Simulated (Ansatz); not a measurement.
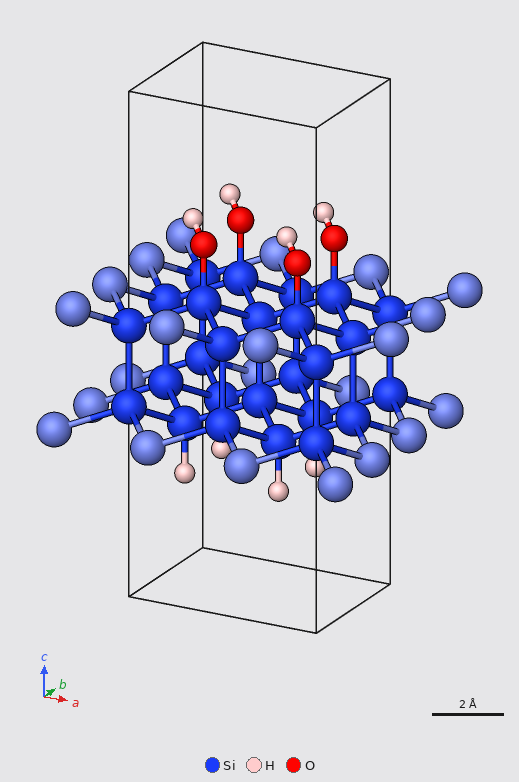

Fig. 1: The starting structure (ball-and-stick view of the cell of the calculation, with the vacuum cut short, seen slightly off an axis; neighbours outside the cell are drawn fainter).

## Si$_{4}$H$_{2}$O: geometry relaxation (part 1 of 4)

Si$_{4}$H$_{2}$O (slab, 28 atoms in the cell), computed with DFT PBE+D3(BJ), scalar-relativistic, plane waves, PAW, no spin polarisation (Ansatz 0.2.0).

The structure derives from an entry of the Crystallography Open Database. The input holds or restrains some coordinates. It belongs to a series of runs on one base structure; here: clean slab, lower planes held.

### The input
```yaml
crystal:
  lattice:
    - [7.6671877225, 0.0, 0.0]
    - [-3.8335938612, 6.6399793433, 0.0]
    - [0.0, 0.0, 23.6568384583]
  atoms:
    - { symbol: Si, position: [0.6666666667, 0.3333333333, 0.3990389509] }
    - { symbol: Si, position: [0.6666666667, 0.8333333333, 0.3990389509] }
    - { symbol: Si, position: [0.1666666667, 0.3333333333, 0.3990389509] }
    - { symbol: Si, position: [0.1666666667, 0.8333333333, 0.3990389509] }
    - { symbol: Si, position: [0.5, 0.5, 0.4321172962] }
    - { symbol: Si, position: [0.5, 0.0, 0.4321172962] }
    - { symbol: Si, position: [0.0, 0.5, 0.4321172962] }
    - { symbol: Si, position: [0.0, 0.0, 0.4321172962] }
    - { symbol: Si, position: [0.0, 0.5, 0.5313523319] }
    - { symbol: Si, position: [0.0, 0.0, 0.5313523319] }
    - { symbol: Si, position: [0.5, 0.5, 0.5313523319] }
    - { symbol: Si, position: [0.5, 0.0, 0.5313523319] }
    - { symbol: Si, position: [0.8333333333, 0.6666666667, 0.5644306772] }
    - { symbol: Si, position: [0.8333333333, 0.1666666667, 0.5644306772] }
    - { symbol: Si, position: [0.3333333333, 0.6666666667, 0.5644306772] }
    - { symbol: Si, position: [0.3333333333, 0.1666666667, 0.5644306772] }
    - { symbol: H, position: [0.6666666667, 0.3333333333, 0.3381686025] }
    - { symbol: H, position: [0.6666666667, 0.8333333333, 0.3381686025] }
    - { symbol: H, position: [0.1666666667, 0.3333333333, 0.3381686025] }
    - { symbol: H, position: [0.1666666667, 0.8333333333, 0.3381686025] }
    - { symbol: O, position: [0.8333333333, 0.6666666667, 0.635496809] }
    - { symbol: O, position: [0.8333333333, 0.1666666667, 0.635496809] }
    - { symbol: O, position: [0.3333333333, 0.6666666667, 0.635496809] }
    - { symbol: O, position: [0.3333333333, 0.1666666667, 0.635496809] }
    - { symbol: H, position: [0.7609510851, 0.7066700961, 0.6618313975] }
    - { symbol: H, position: [0.7609510851, 0.2066700961, 0.6618313975] }
    - { symbol: H, position: [0.2609510851, 0.7066700961, 0.6618313975] }
    - { symbol: H, position: [0.2609510851, 0.2066700961, 0.6618313975] }
basis:
  ecutwfc: 420
kpoints:
  mp_grid: { grid: [3, 3, 1] }
hamiltonian:
  xc: pbe
  dispersion: d3bj
scf:
  occupations: { method: gaussian, width: 0.05 }
output:
  forces: true
  eigenvalues: true
  write_density: true
  write_potential: true
  elf: true
  volumetric_format: npy
relax:
  adjacent_minimum: "off"
  f_tol: 0.03
  max_steps: 70
  constraints: [{ sites: [0, 1, 2, 3, 4, 5, 6, 7] }]
efield:
  axis: 3
  dipole_correction: true
  ramp_width: 0.04
```

Run as:
```bash
ansatz run input.yaml --threads 4 --pin off --max-ram 10240MiB --backend cpu --events-out ev --progress --plain --runs-dir out
```

### Log
```
Engine: ansatz 0.2.0, x86_64-unknown-linux-gnu
Pseudopotentials: kind: paw
Pseudopotential: Si, paw, valence charge 4, recommended cutoff 420 eV (normal), Si.paw.azcp
Pseudopotential: H, paw, valence charge 1, recommended cutoff 420 eV (normal), H.paw.azcp
Pseudopotential: O, paw, valence charge 6, recommended cutoff 420 eV (normal), O.paw.azcp
Functional definition: PBE
  parameter kappa = 0.804
  parameter beta = 0.06672455060314922
  exchange = pbe_x(kappa = kappa, mu = beta*pi^2/3)
  correlation = pbe_c(beta = beta)
Crystal: 28 atoms, lattice volume = 1204.369 Å³
Basis set: ecut = 420 eV, 23533 PW (Γ), exchange–correlation on 108×108×320 points (8 copies of the dense FFT grid, shifted against one another)
Bands: 76, of which v1, the nominal top of the filled ones, is band 48 counted from 1 (47 counted from 0)
Symmetry: 4 space group operations
Space group: P1 (ITA 1), of the structure as read, at distance tolerance 1.1e-4 Å
k-points: 5 of 9 (time reversal used)
Non-local potential: Si, projectors of the file, l = 0: 2, l = 1: 2, l = 2: 2
Non-local potential: H, projectors of the file, l = 0: 2, l = 1: 1
Non-local potential: O, projectors of the file, l = 0: 2, l = 1: 2, l = 2: 1
PAW form: soft (Blöchl's): semilocal exchange-correlation on the pseudo side does not see the compensation charge
PAW one-centre angular grid: Si, 110 points (default); XC on 64 Gauss nodes
PAW one-centre angular grid: H, 110 points (default); XC on 64 Gauss nodes
PAW one-centre angular grid: O, 110 points (default); XC on 64 Gauss nodes
Initial density: superposition of atomic densities (neutral atoms: chi_scale 0, normalization atom), corrected by the library's trained network
Initial wavefunctions: pseudopotential atomic-orbital guess
Functional: x = pbe(κ = 0.804, μ = 0.2195149727645171), c = pbe(β = 0.06672455060314922)
SCF iter   1: F=—  HF=-12574.655419 eV  |F-HF|=—  |Δ(HF+E_count)|=         —  Δρ=2.10e-3  dr2=2.82e-1  ethr=1.77e-3  p=0.074 e·Å  D=1.12e-2 V/Å  ΔV_dip=-0.26 eV  dr2_dipole=3.51e-2  V_vac-E_F(+/−)=3.22/3.49 eV  ⟨swp⟩=8.2  Hψ=2192  notcnv=0  defer=17
efield: sawtooth ramp at fractional position 0.9800 (placed from the atoms, in the widest stretch of the axis that holds none; the zero of the levels goes with the place), width 0.0400; the density the first Hamiltonian is built on has a dipole p = 0.074 e·Å; the dipole correction subtracts the counter field D = 1.12e-2 V/Å, which shifts the + side's vacuum level by -0.26 eV against the − side's; the planar-averaged density in the ramp window peaks in size at 3.2e-6 e/Å³
preconditioner: auto → Resta (q_TF=auto, 1.790 Å⁻¹)  ε∞=2.3  [insulator: Δε(μ)=1.107 eV  Ē_g=8.770 eV  σ=0.050 eV  W_gap=1.00  n_scr=108 (ndim 8)  ℏωp=10.0 eV  f_vac=0.600  D(μ)=0.00/eV (n_scr^D=0)  ε∞_Penn≈2.3  vacuum switching on, ρ_ref=5.6e-3 e/Å³]
SCF iter   2: F=—  HF=-12574.612045 eV  |F-HF|=—  |Δ(HF+E_count)|=   4.34e-2  Δρ=1.09e-3  dr2=5.92e-2  ethr=2.94e-4  p=0.229 e·Å  D=3.44e-2 V/Å  ΔV_dip=-0.81 eV  dr2_dipole=1.21e-2  V_vac-E_F(+/−)=3.17/3.98 eV  ⟨swp⟩=3.0  Hψ=547  notcnv=0  defer=115
SCF iter   3: F=—  HF=-12574.604186 eV  |F-HF|=—  |Δ(HF+E_count)|=   7.86e-3  Δρ=4.92e-4  dr2=4.35e-3  ethr=6.16e-5  p=0.166 e·Å  D=2.50e-2 V/Å  ΔV_dip=-0.59 eV  dr2_dipole=1.24e-3  V_vac-E_F(+/−)=3.24/3.83 eV  ⟨swp⟩=2.2  Hψ=396  notcnv=0  defer=115
SCF iter   4: F=—  HF=-12574.605251 eV  |F-HF|=—  |Δ(HF+E_count)|=   1.06e-3  Δρ=2.51e-4  dr2=1.07e-3  ethr=4.53e-6  p=0.192 e·Å  D=2.88e-2 V/Å  ΔV_dip=-0.68 eV  dr2_dipole=1.43e-6  V_vac-E_F(+/−)=3.20/3.88 eV  ⟨swp⟩=2.2  Hψ=537  notcnv=0  defer=115
SCF iter   5: F=—  HF=-12574.605718 eV  |F-HF|=—  |Δ(HF+E_count)|=   4.67e-4  Δρ=7.52e-5  dr2=6.16e-5  ethr=1.11e-6  p=0.198 e·Å  D=2.97e-2 V/Å  ΔV_dip=-0.70 eV  dr2_dipole=5.22e-6  V_vac-E_F(+/−)=3.19/3.90 eV  ⟨swp⟩=2.2  Hψ=454  notcnv=0  defer=115
SCF iter   6: F=-12574.605757 eV  HF=-12574.605755 eV  |F-HF|=2.63e-6  |Δ(HF+E_count)|=   3.73e-5  Δρ=3.19e-5  dr2=1.17e-5  ethr=2.34e-8  p=0.200 e·Å  D=3.01e-2 V/Å  ΔV_dip=-0.71 eV  dr2_dipole=1.79e-7  V_vac-E_F(+/−)=3.19/3.90 eV  ⟨swp⟩=23.4  Hψ=4669  notcnv=0
SCF 1 converged in 6 iterations: F = -12574.605757 eV  dr2 = 1.17e-5
  greatest PAW one-centre occupation: 0.860 electrons in one spin orbital (limit 2), on the O atom at site 23 (counted from 0), in its partial waves of l = 0
relax step   1: F+E_penalty+E_count = -12574.60575748 eV  Δ(F+E_penalty+E_count) = +0.000e0 eV  max|allowed force component| = 1.151e0 eV/Å  Δτ_max = 0.0000 Å  (6 SCF iters, dr2 threshold 2.25e-5 eV, accepted)
Initial density: handed on by an earlier stage of this run
Initial wavefunctions: those handed on with the density
iter 1 solved again at ethr=8.53e-4 eV; its pass at ethr=3.10e-3 eV (dr2=8.19e-1 eV) is discarded
SCF iter   1: F=—  HF=-12574.998353 eV  |F-HF|=—  |Δ(HF+E_count)|=         —  Δρ=1.29e-2  dr2=8.25e-1  ethr=8.53e-4  p=0.200 e·Å  D=3.01e-2 V/Å  ΔV_dip=-0.71 eV  dr2_dipole=2.25e-3  V_vac-E_F(+/−)=3.21/3.93 eV  ⟨swp⟩=1.4  Hψ=1548  notcnv=0  defer=74
efield: sawtooth ramp at fractional position 0.9800 (handed on by an earlier solve), width 0.0400; the density the first Hamiltonian is built on has a dipole p = 0.200 e·Å; the dipole correction subtracts the counter field D = 3.01e-2 V/Å, which shifts the + side's vacuum level by -0.71 eV against the − side's; the planar-averaged density in the ramp window peaks in size at 2.2e-6 e/Å³
preconditioner: auto → Resta (q_TF=auto, 1.790 Å⁻¹)  ε∞=2.3  [insulator: Δε(μ)=1.144 eV  Ē_g=8.802 eV  σ=0.050 eV  W_gap=1.00  n_scr=108 (ndim 8)  ℏωp=10.0 eV  f_vac=0.605  D(μ)=0.00/eV (n_scr^D=0)  ε∞_Penn≈2.3  vacuum switching on, ρ_ref=5.6e-3 e/Å³]
SCF iter   2: F=—  HF=-12574.890058 eV  |F-HF|=—  |Δ(HF+E_count)|=   1.08e-1  Δρ=6.18e-3  dr2=1.51e-1  ethr=8.53e-4  p=0.245 e·Å  D=3.68e-2 V/Å  ΔV_dip=-0.87 eV  dr2_dipole=5.52e-5  V_vac-E_F(+/−)=3.09/3.96 eV  ⟨swp⟩=2.2  Hψ=501  notcnv=0  defer=74
SCF iter   3: F=—  HF=-12574.903752 eV  |F-HF|=—  |Δ(HF+E_count)|=   1.37e-2  Δρ=1.30e-3  dr2=1.32e-2  ethr=1.58e-4  p=0.251 e·Å  D=3.77e-2 V/Å  ΔV_dip=-0.89 eV  dr2_dipole=4.14e-4  V_vac-E_F(+/−)=3.12/4.01 eV  ⟨swp⟩=2.4  Hψ=536  notcnv=0  defer=111
SCF iter   4: F=—  HF=-12574.903921 eV  |F-HF|=—  |Δ(HF+E_count)|=   1.69e-4  Δρ=5.93e-4  dr2=4.60e-3  ethr=1.37e-5  p=0.233 e·Å  D=3.50e-2 V/Å  ΔV_dip=-0.83 eV  dr2_dipole=5.38e-4  V_vac-E_F(+/−)=3.15/3.98 eV  ⟨swp⟩=2.0  Hψ=610  notcnv=0  defer=114
SCF iter   5: F=—  HF=-12574.903442 eV  |F-HF|=—  |Δ(HF+E_count)|=   4.79e-4  Δρ=1.94e-4  dr2=5.15e-4  ethr=4.79e-6  p=0.246 e·Å  D=3.69e-2 V/Å  ΔV_dip=-0.87 eV  dr2_dipole=6.39e-5  V_vac-E_F(+/−)=3.13/4.00 eV  ⟨swp⟩=2.0  Hψ=403  notcnv=0  defer=114
SCF iter   6: F=-12574.903361 eV  HF=-12574.903369 eV  |F-HF|=8.40e-6  |Δ(HF+E_count)|=   7.29e-5  Δρ=6.00e-5  dr2=4.83e-5  ethr=8.63e-8  p=0.241 e·Å  D=3.62e-2 V/Å  ΔV_dip=-0.86 eV  dr2_dipole=9.20e-8  V_vac-E_F(+/−)=3.14/4.00 eV  ⟨swp⟩=22.6  Hψ=4289  notcnv=0
SCF 2 converged in 6 iterations: F = -12574.903361 eV  dr2 = 4.83e-5
  greatest PAW one-centre occupation: 0.862 electrons in one spin orbital (limit 2), on the O atom at site 23 (counted from 0), in its partial waves of l = 0
relax step   2: F+E_penalty+E_count = -12574.90336090 eV  Δ(F+E_penalty+E_count) = -2.976e-1 eV  max|allowed force component| = 4.963e-1 eV/Å  Δτ_max = 0.1949 Å  (6 SCF iters, dr2 threshold 8.28e-5 eV, accepted)
SCF iter   1: F=—  HF=-12575.047975 eV  |F-HF|=—  |Δ(HF+E_count)|=         —  Δρ=4.32e-3  dr2=9.30e-2  ethr=2.39e-3  p=0.241 e·Å  D=3.62e-2 V/Å  ΔV_dip=-0.86 eV  dr2_dipole=2.20e-3  V_vac-E_F(+/−)=3.14/4.00 eV  ⟨swp⟩=4.0  Hψ=894  notcnv=0  defer=103
efield: sawtooth ramp at fractional position 0.9800 (handed on by an earlier solve), width 0.0400; the density the first Hamiltonian is built on has a dipole p = 0.241 e·Å; the dipole correction subtracts the counter field D = 3.62e-2 V/Å, which shifts the + side's vacuum level by -0.86 eV against the − side's; the planar-averaged density in the ramp window peaks in size at 1.0e-6 e/Å³
preconditioner: auto → Resta (q_TF=auto, 1.790 Å⁻¹)  ε∞=2.3  [insulator: Δε(μ)=1.152 eV  Ē_g=8.771 eV  σ=0.050 eV  W_gap=1.00  n_scr=108 (ndim 8)  ℏωp=10.0 eV  f_vac=0.601  D(μ)=0.00/eV (n_scr^D=0)  ε∞_Penn≈2.3  vacuum switching on, ρ_ref=5.6e-3 e/Å³]
SCF iter   2: F=—  HF=-12575.049905 eV  |F-HF|=—  |Δ(HF+E_count)|=   1.93e-3  Δρ=2.21e-3  dr2=2.46e-2  ethr=9.68e-5  p=0.194 e·Å  D=2.92e-2 V/Å  ΔV_dip=-0.69 eV  dr2_dipole=4.17e-6  V_vac-E_F(+/−)=3.33/4.02 eV  ⟨swp⟩=2.0  Hψ=648  notcnv=0  defer=114
SCF iter   3: F=—  HF=-12575.057799 eV  |F-HF|=—  |Δ(HF+E_count)|=   7.89e-3  Δρ=5.43e-4  dr2=1.60e-2  ethr=2.56e-5  p=0.201 e·Å  D=3.02e-2 V/Å  ΔV_dip=-0.71 eV  dr2_dipole=5.60e-3  V_vac-E_F(+/−)=3.41/4.12 eV  ⟨swp⟩=2.2  Hψ=493  notcnv=0  defer=114
SCF iter   4: F=—  HF=-12575.055153 eV  |F-HF|=—  |Δ(HF+E_count)|=   2.65e-3  Δρ=1.76e-4  dr2=4.90e-4  ethr=1.67e-5  p=0.162 e·Å  D=2.44e-2 V/Å  ΔV_dip=-0.58 eV  dr2_dipole=2.38e-5  V_vac-E_F(+/−)=3.48/4.06 eV  ⟨swp⟩=2.0  Hψ=352  notcnv=0  defer=114
SCF iter   5: F=—  HF=-12575.055858 eV  |F-HF|=—  |Δ(HF+E_count)|=   7.05e-4  Δρ=4.41e-5  dr2=3.41e-5  ethr=5.11e-7  p=0.160 e·Å  D=2.41e-2 V/Å  ΔV_dip=-0.57 eV  dr2_dipole=5.28e-10  V_vac-E_F(+/−)=3.49/4.06 eV  ⟨swp⟩=2.0  Hψ=505  notcnv=0  defer=114
SCF iter   6: F=-12575.055859 eV  HF=-12575.055861 eV  |F-HF|=1.14e-6  |Δ(HF+E_count)|=   2.53e-6  Δρ=1.53e-5  dr2=4.03e-6  ethr=1.60e-8  p=0.159 e·Å  D=2.39e-2 V/Å  ΔV_dip=-0.56 eV  dr2_dipole=6.23e-9  V_vac-E_F(+/−)=3.50/4.06 eV  ⟨swp⟩=22.8  Hψ=4236  notcnv=0
SCF 3 converged in 6 iterations: F = -12575.055859 eV  dr2 = 4.03e-6
  Residual-converged pass: ⟨swp⟩=1.0  Hψ=400  notcnv=0  max |occ|·‖R‖ = 6.9e-9 eV (tolerance 1.0e-8 eV)  dr2=4.03e-6  dr2_onsite=5.94e-8  max |Δocc| = 5.1e-67
  greatest PAW one-centre occupation: 0.863 electrons in one spin orbital (limit 2), on the O atom at site 23 (counted from 0), in its partial waves of l = 0
relax step   3: F+E_penalty+E_count = -12575.05585939 eV  Δ(F+E_penalty+E_count) = -1.525e-1 eV  max|allowed force component| = 3.598e-1 eV/Å  Δτ_max = 0.1270 Å  (6 SCF iters, dr2 threshold 1.54e-5 eV, accepted)
SCF iter   1: F=—  HF=-12574.877616 eV  |F-HF|=—  |Δ(HF+E_count)|=         —  Δρ=6.43e-3  dr2=2.20e-1  ethr=2.36e-3  p=0.159 e·Å  D=2.39e-2 V/Å  ΔV_dip=-0.56 eV  dr2_dipole=2.83e-4  V_vac-E_F(+/−)=3.45/4.02 eV  ⟨swp⟩=4.0  Hψ=1138  notcnv=0  defer=34
efield: sawtooth ramp at fractional position 0.9800 (handed on by an earlier solve), width 0.0400; the density the first Hamiltonian is built on has a dipole p = 0.159 e·Å; the dipole correction subtracts the counter field D = 2.39e-2 V/Å, which shifts the + side's vacuum level by -0.56 eV against the − side's; the planar-averaged density in the ramp window peaks in size at 1.8e-6 e/Å³
preconditioner: auto → Resta (q_TF=auto, 1.790 Å⁻¹)  ε∞=2.3  [insulator: Δε(μ)=1.114 eV  Ē_g=8.867 eV  σ=0.050 eV  W_gap=1.00  n_scr=108 (ndim 8)  ℏωp=10.0 eV  f_vac=0.607  D(μ)=0.00/eV (n_scr^D=0)  ε∞_Penn≈2.3  vacuum switching on, ρ_ref=5.7e-3 e/Å³]
SCF iter   2: F=—  HF=-12574.922947 eV  |F-HF|=—  |Δ(HF+E_count)|=   4.53e-2  Δρ=3.40e-3  dr2=6.03e-2  ethr=2.29e-4  p=0.158 e·Å  D=2.37e-2 V/Å  ΔV_dip=-0.56 eV  dr2_dipole=2.21e-3  V_vac-E_F(+/−)=3.47/4.03 eV  ⟨swp⟩=2.0  Hψ=636  notcnv=0  defer=113
SCF iter   3: F=—  HF=-12574.966580 eV  |F-HF|=—  |Δ(HF+E_count)|=   4.36e-2  Δρ=1.20e-3  dr2=5.59e-2  ethr=6.28e-5  p=0.031 e·Å  D=4.63e-3 V/Å  ΔV_dip=-0.11 eV  dr2_dipole=1.30e-2  V_vac-E_F(+/−)=3.78/3.89 eV  ⟨swp⟩=2.8  Hψ=542  notcnv=0  defer=113
SCF iter   4: F=—  HF=-12574.957646 eV  |F-HF|=—  |Δ(HF+E_count)|=   8.93e-3  Δρ=2.55e-4  dr2=1.81e-3  ethr=5.83e-5  p=0.087 e·Å  D=1.31e-2 V/Å  ΔV_dip=-0.31 eV  dr2_dipole=6.41e-4  V_vac-E_F(+/−)=3.70/4.01 eV  ⟨swp⟩=2.2  Hψ=415  notcnv=0  defer=113
SCF iter   5: F=—  HF=-12574.957586 eV  |F-HF|=—  |Δ(HF+E_count)|=   5.93e-5  Δρ=9.18e-5  dr2=2.26e-4  ethr=1.88e-6  p=0.065 e·Å  D=9.83e-3 V/Å  ΔV_dip=-0.23 eV  dr2_dipole=3.87e-8  V_vac-E_F(+/−)=3.75/3.99 eV  ⟨swp⟩=2.2  Hψ=565  notcnv=0  defer=113
SCF iter   6: F=—  HF=-12574.957572 eV  |F-HF|=—  |Δ(HF+E_count)|=   1.49e-5  Δρ=3.59e-5  dr2=2.62e-5  ethr=2.35e-7  p=0.062 e·Å  D=9.37e-3 V/Å  ΔV_dip=-0.22 eV  dr2_dipole=7.30e-7  V_vac-E_F(+/−)=3.77/3.99 eV  ⟨swp⟩=2.0  Hψ=410  notcnv=0  defer=113
SCF iter   7: F=-12574.957572 eV  HF=-12574.957572 eV  |F-HF|=1.49e-7  |Δ(HF+E_count)|=   2.97e-7  Δρ=1.36e-5  dr2=1.83e-6  ethr=2.51e-8  p=0.061 e·Å  D=9.14e-3 V/Å  ΔV_dip=-0.22 eV  dr2_dipole=3.30e-8  V_vac-E_F(+/−)=3.78/3.99 eV  ⟨swp⟩=22.6  Hψ=4340  notcnv=0
SCF 4 converged in 7 iterations: F = -12574.957572 eV  dr2 = 1.83e-6
  greatest PAW one-centre occupation: 0.868 electrons in one spin orbital (limit 2), on the O atom at site 23 (counted from 0), in its partial waves of l = 0
relax step   4: F+E_penalty+E_count = -12574.95757169 eV  Δ(F+E_penalty+E_count) = +9.829e-2 eV  max|allowed force component| = 1.338e0 eV/Å  Δτ_max = 0.2000 Å  (7 SCF iters, dr2 threshold 2.41e-5 eV, rejected (line search))
```
